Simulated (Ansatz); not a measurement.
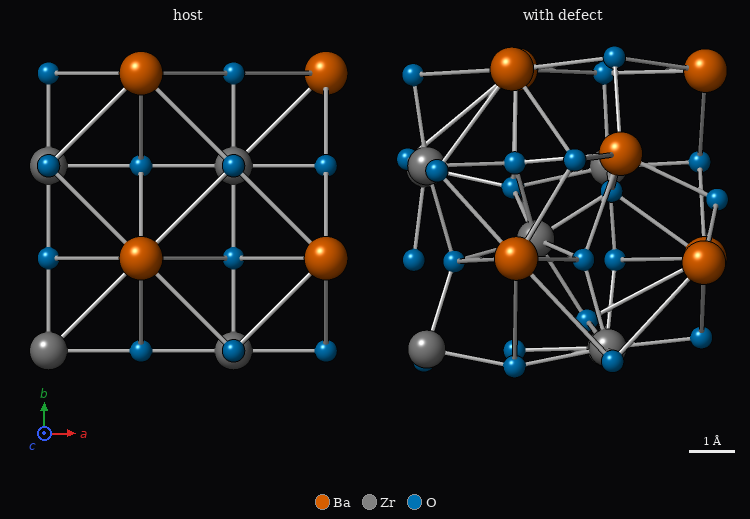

Left: perfect BaZrO₃. Right: the same region with a pair of point defects, after relaxing the atoms in a supercell of 40 sites. Style: ball-and-stick. Shown: the atoms within 5.4 Å of one point, along the c axis.

Theory: DFT, PBEsol, PAW, plane waves (Ansatz 0.2.0). Settings: plane-wave cutoff 420 eV; k-point mesh 1 × 1 × 1; mesh shifted by (0.25, 0.25, 0.25); no spin polarisation. Fermi-Dirac smearing of 0.01 eV. The axes drawn are those of the host's conventional cell.

### Which defect is it?

A zirconium atom is replaced by barium and a barium atom is replaced by zirconium, the two sites 3.6 Å apart.

The charge state of the cell is 0.

### What does the relaxation do around it?

In the host the Zr atom has 6 O at 2.09 Å; the Ba atom ends with 6 O at 2.42 to 2.55 Å. In the host the Ba atom has 12 O at 2.96 Å; the Zr atom ends with 6 O at 2.08 to 2.24 Å. Of the host's atoms, an oxygen atom moves furthest from its site, by 0.86 Å. The Ba atom itself moves 0.47 Å from where it was put. The Zr atom itself moves 0.76 Å from where it was put.

Limits of the set-up: the periodic images lie only 8.4 Å apart, so the values are limited by the cell's size.
